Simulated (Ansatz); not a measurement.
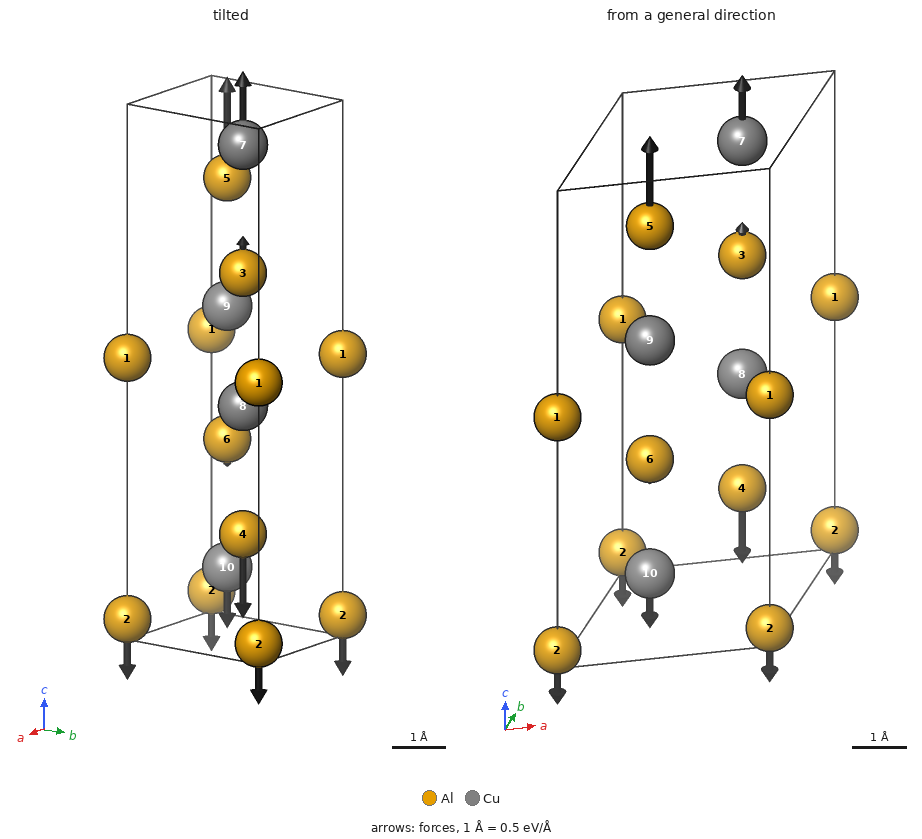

Drawn in the spheres-only manner and seen slightly off an axis and from a general direction. The simulation cell is drawn as a box. The arrows are the computed forces on the atoms.

System: Al₃Cu₂. The calculation used DFT PBEsol, scalar-relativistic, plane waves, PAW (Ansatz 0.2.0), with E_cut = 420 eV, k-mesh 13×13×5, Gaussian smearing of 0.15 eV, no spin polarisation.

> Has this structure been optimised to equilibrium?

No. The atoms still feel forces of up to about 0.75 eV/Å, far above a usual threshold of 0.01 to 0.03 eV/Å.

> Find the atom with the largest force.

Al5, about 0.75 eV/Å.

Origin of the cell: a structure listed in the Materials Project. The cell was then strained or its atoms displaced on purpose. A calculation with Ansatz used it as input.
